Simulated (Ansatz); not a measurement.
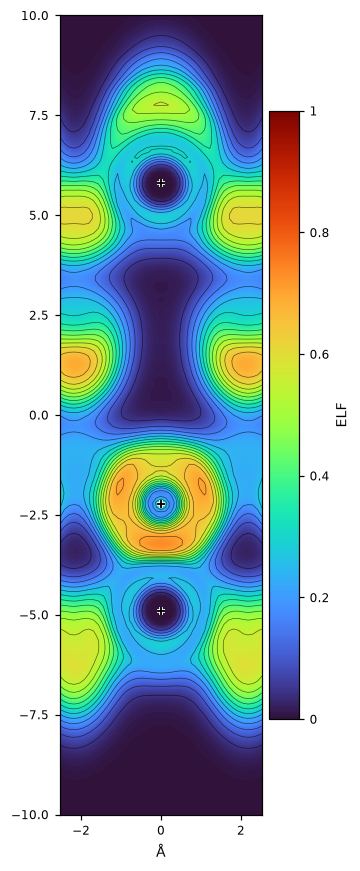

The electron localisation function on a plane through atoms (crosses mark nuclei in the plane).

All numbers below come from DFT PBE, scalar-relativistic, plane waves, PAW (Ansatz 0.2.0).

Candidates:
A. SiNi3 (interface cell), a = 4.96 Å, b = 4.96 Å, c = 12.13 Å, α = 90.00°, β = 90.00°, γ = 120.00°. Computed without spin polarisation.
B. InAs (slab), a = 4.37 Å, b = 4.37 Å, c = 26.61 Å, α = 90.00°, β = 90.00°, γ = 120.00°. Not relaxed (largest force 0.5 eV/Å).

**Which candidate gave the map?**

Candidate B: InAs on the (100) plane of the calculation cell, a cut from vacuum to vacuum, which holds In and As. In–As (2.68 Å): the ELF is about 0.50 at the midpoint.
